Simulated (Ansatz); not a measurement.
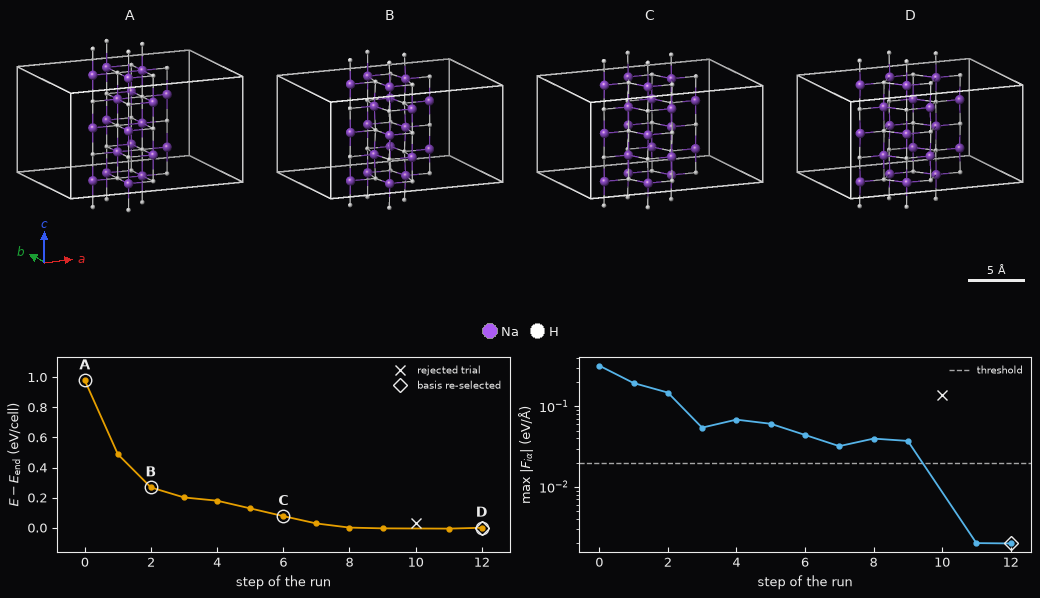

Frames of a relaxation of a wire of composition NaH, marked on the history of the run. Style: ball-and-stick. Shown: the 2 repeat of the cell, with the vacuum cut short, slightly off an axis.

Case: wire along [0 0 1], 16 atoms a period.

Computed with DFT PBE, scalar-relativistic, plane waves, PAW (Ansatz). (plane-wave cutoff 420 eV; k-point mesh 1 × 1 × 7; occupations gaussian; smearing width 0.05 eV; no spin polarisation; cell relaxed at fixed a, b, alpha, beta, gamma; force threshold 0.02 eV/Å; at most 45 steps)

What happens along the run?

Answer. Over 10 accepted moves (12 points after the start) the energy falls by 0.978 eV per cell of the calculation. The largest force component goes from 0.32 to 0.002 eV/Å. The line search rejected the trial step at point 10 of the run. The SCF was repeated once at an unchanged geometry on a basis and grid sized afresh for the cell, which shifted the energy by 5.8 meV per cell of the calculation at most. The largest moves relative to the layer's centre, 1.35 Å, are those of Na atoms. Largest moves by element: Na 1.35 Å, H 1.32 Å. Along the periodic axis the drawn cell goes c 9.664 → 8.881 Å (−8.1 %). Among the contacts that change: H–Na 2.416 → 5.086 Å, Na–Na 3.417 → 3.183 Å, H–Na 2.416 → 2.221 Å, Na–Na 3.417 → 3.243 Å. Among the angles between lasting bonds that change: Na–H–Na 180.0° → 107.4°, H–Na–H 180.0° → 109.4°, H–Na–H 90.0° → 127.3°. The run took 2.1 min on 4 threads of Intel(R) Xeon(R) Platinum 8259CL CPU @ 2.50GHz (Skylake/Cascade Lake), with other jobs on the host, peak memory 1.7 GiB. From step 0 to 2: Na atoms move most (0.34 Å), energy −0.711 eV per cell of the calculation. From step 2 to 6: H atoms move most (0.67 Å), energy −0.191 eV per cell of the calculation. From step 6 to 12: Na and H atoms move most (0.45 Å), energy −77.2 meV per cell of the calculation.

| step | E − E(0), meV/atom | largest force component, eV/Å | note |
| --- | --- | --- | --- |
| 0 | 0.00 | 0.3221 |  |
| 1 | -30.66 | 0.1959 |  |
| 2 | -44.42 | 0.1490 |  |
| 3 | -48.58 | 0.0546 |  |
| 4 | -49.92 | 0.0686 |  |
| 5 | -53.11 | 0.0610 |  |
| 6 | -56.33 | 0.0443 |  |
| 7 | -59.37 | 0.0321 |  |
| 8 | -61.09 | 0.0398 |  |
| 9 | -61.40 | 0.0373 |  |
| 10 | -59.09 | 0.1406 | rejected |
| 11 | -61.52 | 0.0020 |  |
| 12 | -61.15 | 0.0020 | same geometry, new basis |
